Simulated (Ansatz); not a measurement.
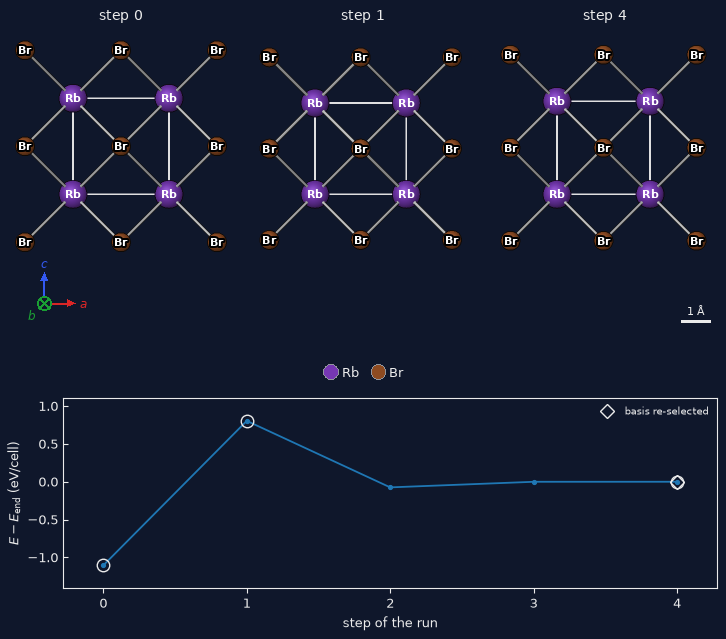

Frames of a relaxation of crystalline RbBr (set up in Pm-3m), marked on the history of the run. Style: ball-and-stick. Shown: the cell of the calculation, along the b axis.

Case: relaxed at 60 GPa.

Level of theory: DFT PBE, scalar-relativistic, plane waves, PAW in Ansatz 0.2.0.

Input
```yaml
crystal:
  lattice:
    - [3.3974669986, 0.0, 0.0]
    - [0.0, 3.3974669986, 0.0]
    - [0.0, 0.0, 3.3974669986]
  atoms:
    - { symbol: Rb, position: [0.0, 0.0, 0.0] }
    - { symbol: Br, position: [0.5, 0.5, 0.5] }
basis:
  ecutwfc: 420
kpoints:
  mp_grid: { grid: [8, 8, 8] }
hamiltonian:
  xc: pbe
scf:
  occupations: { method: gaussian, width: 0.02 }
output:
  forces: true
  stress: true
  eigenvalues: true
  write_density: true
  write_potential: true
  elf: true
  volumetric_format: npy
relax:
  adjacent_minimum: "off"
  f_tol: 0.008
  max_steps: 50
  cell: { stress_tol: 0.08, p_target: 60.0 }
```

Launched with:
```bash
ansatz run input.yaml --threads 1 --pin off --max-ram 1331MiB --backend cpu --events-out ev --progress --plain --runs-dir out
```

Question: What happens along the run?

Answer: After 3 accepted moves (4 points after the start) the energy has risen by 1.105 eV per cell of the calculation. With the target pressure of 60 GPa, the enthalpy E + pV changes by −0.214 eV per cell of the calculation. All forces vanish by symmetry, so only the cell relaxes. The pressure goes from 41.73 to 59.97 GPa. At 1 point the geometry stayed and the basis and grid were re-selected for the new cell (energy shift of 0.4 meV per cell of the calculation at most each time). No atom moves by more than 0.005 Å relative to the cell. The volume changes by −9.0 %, with a = b = c 3.397 → 3.293 Å (−3.1 %). Near-neighbour distances that change, for instance: Rb1–Rb1 3.397 → 3.293 Å, Rb1–Br2 2.942 → 2.851 Å. The space group stays Pm-3m (No. 221). The run took about 7 core-seconds on a shared host. From step 0 to 1: volume −13.9 %, energy +1.909 eV per cell of the calculation. From step 1 to 4: volume +5.7 %, energy −0.805 eV per cell of the calculation.

```json
{"step": "0", "E − E(0), meV/atom": "0.00", "pressure, GPa": "41.73", "volume, Å³/atom": "19.608", "note": ""}
{"step": "1", "E − E(0), meV/atom": "954.60", "pressure, GPa": "73.66", "volume, Å³/atom": "16.878", "note": ""}
{"step": "2", "E − E(0), meV/atom": "515.17", "pressure, GPa": "58.73", "volume, Å³/atom": "17.947", "note": ""}
{"step": "3", "E − E(0), meV/atom": "552.14", "pressure, GPa": "59.97", "volume, Å³/atom": "17.847", "note": ""}
{"step": "4", "E − E(0), meV/atom": "552.32", "pressure, GPa": "59.97", "volume, Å³/atom": "17.847", "note": "same geometry, new basis"}
```
